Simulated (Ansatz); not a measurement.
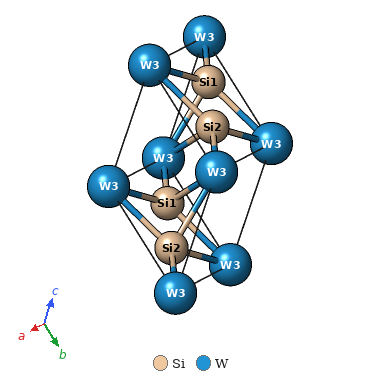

The system is Si₂W (I4/mmm, No. 139; 3 atoms in the cell); the picture shows the reference structure. The energy is mapped over volume and the cell's shape. Coordinates scanned: (1) volume per atom; (2) c/a of the conventional cell. Nothing is relaxed (fractional coordinates fixed). The grid has 7 × 7 points. Points are written as (first, second). Energies: meV/atom, counted from the lowest grid point. Level of theory: Ansatz 0.2.0, DFT PBE, scalar-relativistic, plane waves, PAW. Settings: cutoff 420 eV, k-mesh 18×18×18, gaussian smearing 0.15 eV, no spin polarisation.

Its coordinates:

```xyz
3
Lattice="-1.6146 1.6146 3.9336 1.6146 -1.6146 3.9336 1.6146 1.6146 -3.9336" Properties=species:S:1:pos:R:3 pbc="T T T"
Si    0.0000    0.0000    2.6322
Si    0.0000    0.0000    5.2351
W     0.0000    0.0000    0.0000
```

The input of one point:

```yaml
crystal:
  lattice:
    - [-1.6146459823, 1.6146459823, 3.9336145459]
    - [1.6146459823, -1.6146459823, 3.9336145459]
    - [1.6146459823, 1.6146459823, -3.9336145459]
  atoms:
    - { symbol: Si, position: [0.3345726944, 0.3345726944, 0.0] }
    - { symbol: Si, position: [0.6654273056, 0.6654273056, 0.0] }
    - { symbol: W, position: [0.0, 0.0, 0.0] }
basis:
  ecutwfc: 420
kpoints:
  mp_grid: { grid: [18, 18, 18] }
hamiltonian:
  xc: pbe
  pseudopotentials: { kind: paw, azcp: { folder: soft_1 } }
scf:
  occupations: { method: gaussian, width: 0.15 }
output:
  forces: true
  stress: true
  eigenvalues: true
  write_density: true
  write_potential: true
  elf: true
  volumetric_format: npy
```

Range: volume per atom from 12.03 to 15.31 Å³; c/a of the conventional cell from 2.031 to 2.922.

### What landscape does the calculation give?

The lowest grid point is at (13.67 Å³, 2.436). It is the only kind of minimum in the scanned range. The highest grid point, (12.03 Å³, 2.031), lies 783 meV/atom above the lowest. Round the minimum the two coordinates are weakly coupled (coupling 0.08 in units of the two stiffnesses).

| c/a of the conventional cell ↓, volume per atom → | 12.03 | 12.58 | 13.13 | 13.67 | 14.22 | 14.77 | 15.31 |
| --- | --- | --- | --- | --- | --- | --- | --- |
| 2.922 | 494 | 385 | 321 | 294 | 296 | 323 | 369 |
| 2.751 | 320 | 219 | 163 | 143 | 153 | 187 | 241 |
| 2.589 | 205 | 107 | 54 | 39 | 54 | 92 | 150 |
| 2.436 | 171 | 70 | 16 | 0 | 14 | 52 | 110 |
| 2.293 | 244 | 133 | 70 | 46 | 53 | 85 | 137 |
| 2.158 | 444 | 314 | 233 | 193 | 185 | 204 | 245 |
| 2.031 | 783 | 625 | 519 | 454 | 424 | 422 | 443 |

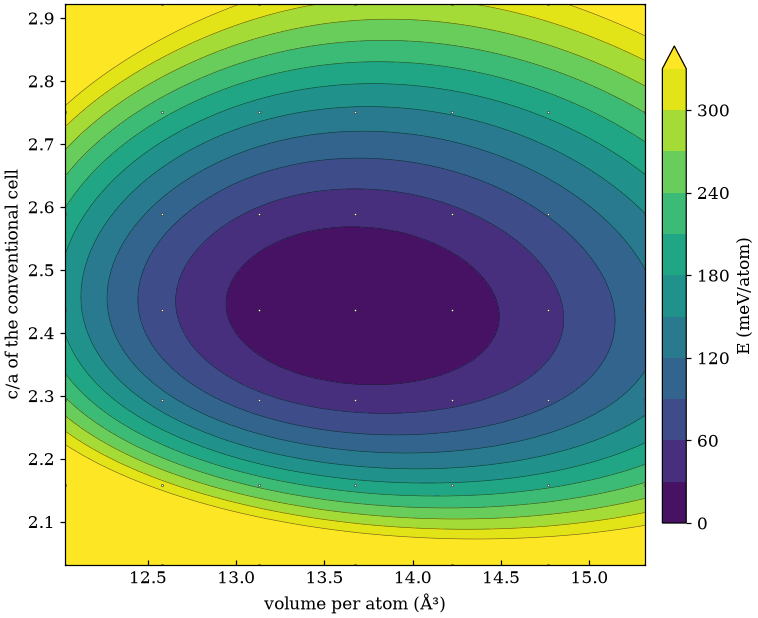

Drawn: filled contours, dots at the grid points, one colour for all values above the top of the scale. Between grid points the surface is interpolated.

Time for the 49 points that were run: 13 min on 2 threads of Arm Neoverse N1 (shared host).
